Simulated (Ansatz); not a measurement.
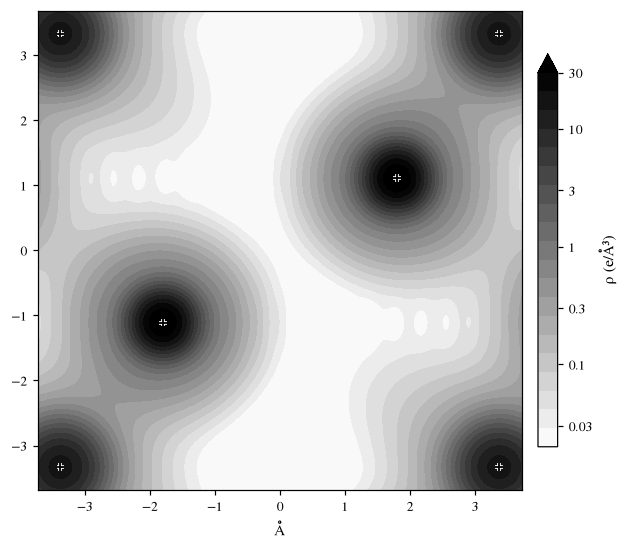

The valence charge density (pseudo) on a plane through atoms (crosses mark nuclei in the plane).

These are results of Ansatz, DFT r2SCAN, scalar-relativistic, plane waves, PAW, not measurements.

Candidates:
A. HfN, a = 4.52 Å, b = 4.52 Å, c = 4.52 Å, α = 90.00°, β = 90.00°, γ = 90.00°. Space group Fm-3m; started from the rocksalt prototype; computed without spin polarisation.
B. ZrS2, a = 3.69 Å, b = 3.69 Å, c = 6.76 Å, α = 90.00°, β = 90.00°, γ = 120.00°. Space group P-3m1; started from the CdI2 prototype.
C. SnSe2, a = 3.85 Å, b = 3.85 Å, c = 6.74 Å, α = 90.00°, β = 90.00°, γ = 120.00°. Space group P-3m1; started from the CdI2 prototype; changed on purpose from its base cell (volume × 1.040).

Q: Which candidate gave the map?

A: Candidate C: SnSe2 on the (110) plane of the conventional cell, which holds Sn and Se. Sn–Se (2.72 Å): ρ is about 0.39 e/Å³ halfway.
